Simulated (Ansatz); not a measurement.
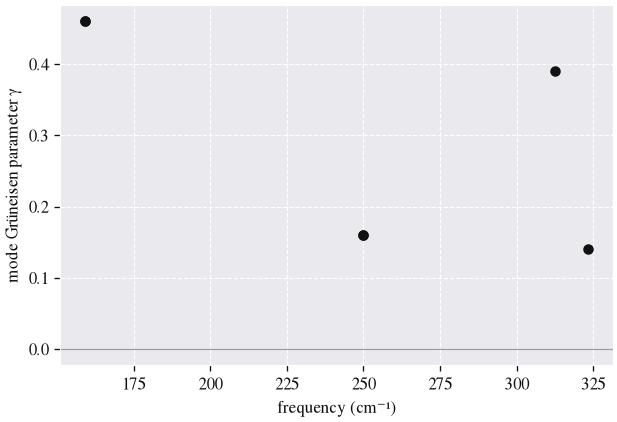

The picture above shows the mode Grüneisen parameters against frequency for ZrS₂, space group P-3m1 (No. 164).

Structure:
```
CELL_PARAMETERS angstrom
3.62738 0.00000 0.00000
-1.81369 3.14140 0.00000
0.00000 0.00000 5.88745
ATOMIC_POSITIONS crystal
Zr 0.00000 0.00000 0.00000
S 0.33333 0.66667 0.24681
S 0.66667 0.33333 0.75319
```

Computed with Ansatz 0.2.0: mode Grüneisen parameters, minus d ln(frequency) over d ln(volume), from cells at 0.98 and 1.02 times the rest volume with shape and atoms relaxed, modes matched by rank; plane waves with PAW datasets, Γ-centred k mesh. Level: PBEsol, no spin polarisation.

- wave cutoff: 420 eV
- k mesh: 12×12×6
- occupations: fixed
- phonon method: linear response
- q mesh: 1×1×1

Q: What range do the mode Grüneisen parameters cover, and does any mode soften under pressure?

A: They run from 0.14 to 0.46; none is negative, so every mode shown stiffens under compression.

Note: a crossing between the sampled k points may be missed.

The computed values:

```csv
at,frequency (cm⁻¹),γ
(0 0 0),159.2,0.46
(0 0 0),159.2,0.46
(0 0 0),250.0,0.16
(0 0 0),250.0,0.16
(0 0 0),312.5,0.39
(0 0 0),323.2,0.14
```
